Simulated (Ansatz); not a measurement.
Al18N19 (cell charge −2, with a compensating background) (cell with a defect)

Input

```
crystal:
  lattice:
    - [-4.6953126295, 2.7108400105, 5.0180433211]
    - [0.0, -5.4216800211, 5.0180433211]
    - [4.6953126295, 2.7108400105, 5.0180433211]
  atoms:
    - { symbol: Al, position: [0.3922397368, 0.7171712884, 0.3900074756] }
    - { symbol: Al, position: [0.7258316459, 0.3900886434, 0.4032383643] }
    - { symbol: Al, position: [0.0608343918, 0.7217509641, 0.7234244727] }
    - { symbol: Al, position: [0.0650097087, 0.0529371031, 0.3999537295], spin: 0.1 }
    - { symbol: Al, position: [0.396837472, 0.3857554556, 0.7234338232] }
    - { symbol: Al, position: [0.7264337934, 0.7203323758, 0.0580630559] }
    - { symbol: Al, position: [0.7185434321, 0.0434577083, 0.70954244] }
    - { symbol: Al, position: [0.0446935034, 0.3703685901, 0.0529336812], spin: 0.1 }
    - { symbol: Al, position: [0.3912614013, 0.0552858084, 0.0563822064], spin: 0.1 }
    - { symbol: Al, position: [0.7823657692, 0.7708273063, 0.4475642369] }
    - { symbol: Al, position: [0.1132988072, 0.4382221952, 0.4435438726] }
    - { symbol: Al, position: [0.4474922913, 0.7724209672, 0.7817937826] }
    - { symbol: Al, position: [0.4459007252, 0.1072900325, 0.4475667689] }
    - { symbol: Al, position: [0.7877880611, 0.4435921938, 0.7836302453] }
    - { symbol: Al, position: [0.1138341417, 0.7657603761, 0.109076973], spin: 0.1 }
    - { symbol: Al, position: [0.1183115713, 0.1140348687, 0.7820203881], spin: 0.1 }
    - { symbol: Al, position: [0.4467613851, 0.4374245749, 0.1133590906] }
    - { symbol: Al, position: [0.7800975473, 0.1041238817, 0.1578081945], spin: 0.1 }
    - { symbol: "N", position: [0.5201146879, 0.8450451122, 0.519617138] }
    - { symbol: "N", position: [0.8539165182, 0.5208568365, 0.5196661719] }
    - { symbol: "N", position: [0.1871641129, 0.848815423, 0.8518121568] }
    - { symbol: "N", position: [0.1959364352, 0.1788362006, 0.5196650982] }
    - { symbol: "N", position: [0.5238962067, 0.5120927072, 0.8518104294] }
    - { symbol: "N", position: [0.850447088, 0.842514936, 0.1898766556] }
    - { symbol: "N", position: [0.8649377866, 0.1898540332, 0.7629313105] }
    - { symbol: "N", position: [0.1844790543, 0.5094043211, 0.1816326197] }
    - { symbol: "N", position: [0.5175895512, 0.1753727178, 0.1898827394] }
    - { symbol: "N", position: [0.5762744791, 0.5665818037, 0.2408046853] }
    - { symbol: "N", position: [0.9091128797, 0.2369914911, 0.2736258144], spin: 0.1 }
    - { symbol: "N", position: [0.2429597792, 0.5678809213, 0.5738489875] }
    - { symbol: "N", position: [0.2416736688, 0.9019674016, 0.2396273412], spin: 0.1 }
    - { symbol: "N", position: [0.5694258245, 0.235107701, 0.5683980719] }
    - { symbol: "N", position: [0.911018825, 0.5823047153, 0.9060152808] }
    - { symbol: "N", position: [0.9101833327, 0.8943401513, 0.5683983383] }
    - { symbol: "N", position: [0.2615198571, 0.2362388353, 0.9081283535], spin: 0.1 }
    - { symbol: "N", position: [0.5756242256, 0.9005389036, 0.906511313] }
    - { symbol: "N", position: [-0.1121816365, 0.2132232715, -0.043010779], spin: 0.1 }
  host:
    lattice:
      - [3.1302084196, 0.0, 0.0]
      - [-1.5651042098, 2.7108400105, 0.0]
      - [0.0, 0.0, 5.0180433211]
    atoms:
      - { symbol: Al, position: [0.6666666667, 0.3333333333, 0.4992342259] }
      - { symbol: Al, position: [0.3333333333, 0.6666666667, 0.9992342259] }
      - { symbol: "N", position: [0.6666666667, 0.3333333333, 0.8807657741] }
      - { symbol: "N", position: [0.3333333333, 0.6666666667, 0.3807657741] }
total_charge: -2
basis:
  ecutwfc: 420
  xc_grid: 2
kpoints:
  mp_grid: { grid: [2, 2, 2], shift: [0.5, 0.5, 0.5] }
hamiltonian:
  xc: pbe
scf:
  occupations: { method: gaussian, width: 0.01 }
output:
  forces: true
  stress: false
  eigenvalues: true
  populations: true
  charged_corrections:
    defect_position: [0.06944444, 0.06944444, 0.06944444]
    epsilon: [[8.2951, 0.0, 0.0], [0.0, 8.2951, 0.0], [0.0, 0.0, 9.8367]]
  write_density: true
  write_potential: true
  elf: true
  volumetric_format: npy
magnetization:
  spin_polarized: true
relax:
  adjacent_minimum: "off"
  f_tol: 0.025
  max_steps: 45
```

Run with:

```sh
ansatz run input.yaml --threads 4 --pin off --max-ram 10240MiB --backend cpu --events-out ev --progress --plain --runs-dir out
```

The fields are those of the run's last geometry, not of the input's.

Spin-polarised.

All numbers below come from Ansatz 0.2.0, DFT PBE, scalar-relativistic, plane waves, PAW.

The density is the valence pseudo-density of a PAW calculation; it isn't the true density close to the nuclei.

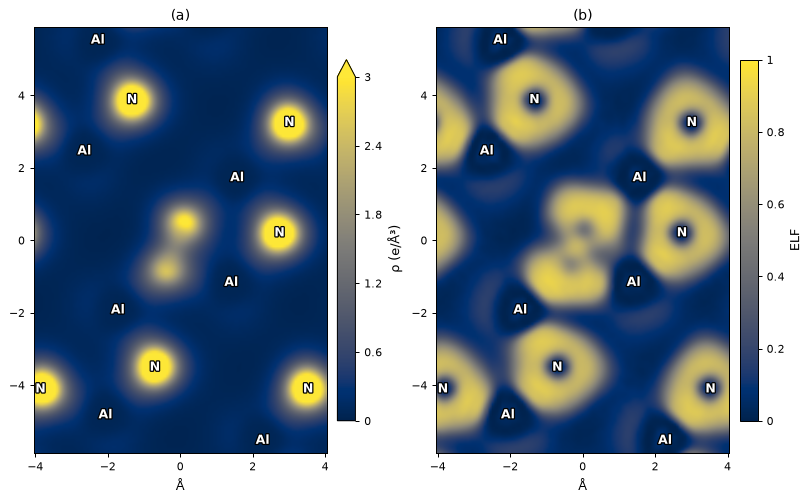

Figure 1. (a) valence pseudo-density; (b) electron localisation function on the (101̄) plane of the calculation cell.

### What does the map show?

- Atoms in the plane: Al and N.
- Atoms just off the plane (N, 0.4 Å away) can leave unmarked features too.
- Al–N (1.90 Å): ρ is about 0.68 e/Å³ halfway; the ELF peaks at about 0.90 in the valence shell of N, 0.8 Å from its nucleus, and is about 0.85 at the midpoint.
- Al–N (1.91 Å): ρ is about 0.67 e/Å³ halfway; the ELF peaks at about 0.90 between the atoms, as expected for a polar covalent bond.
- Between the atoms the lowest density in this plane is 0.03 e/Å³.

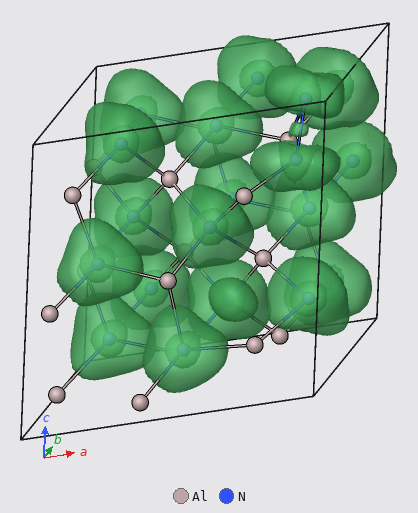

Figure 2. Isosurface of the ELF at 0.7 (green), seen slightly off an axis. Only the valence region is drawn (cores and ρ < 0.01 e/Å³ removed). Sticks mark near contacts.

### Where are the electrons localised?

The surface consists of one region between bonded N–N atoms (shared pairs), 19 regions on N in which the atom's valence shell and bonds are merged and one pocket between the atoms, centred on no nucleus (multi-centre or interstitial), counted in one cell of 37 atoms. Regions shared between cells count once. Along the contacts the grid gives the following. N–N (1.51 Å): the ELF peaks at about 0.80 between the atoms. Al–N (1.80 Å): the ELF peaks at about 0.90 between the atoms.

### Metal or insulator at this level of theory?

It is gapped, with a Kohn–Sham gap of 0.96 eV on the k-point mesh (the band edges may lie off the mesh, which would make the gap smaller).
